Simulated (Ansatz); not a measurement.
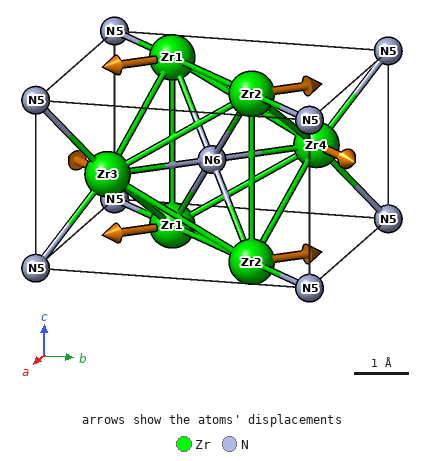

One vibrational mode of crystalline Zr2N at the zone centre. The orange arrows are the displacements of the atoms (eigenvector over the root of the mass), of arbitrary overall length and sign. The picture is a ball-and-stick view of the cell of the calculation, seen slightly off an axis.

These are results of DFT PBEsol, scalar-relativistic, plane waves, PAW (Ansatz), not measurements. (plane-wave cutoff 420 eV; k-point mesh 10 × 10 × 14; occupations gaussian; smearing width 0.15 eV; no spin polarisation)

What mode is this, and where does it lie in the spectrum?

Answer. This is the A₂g mode at 199 cm⁻¹, optical level 3 of 10, counted from below, silent by symmetry (neither infrared- nor Raman-active). The N atoms stay at rest; atoms of one kind move against one another, with no net shift of their sublattice.
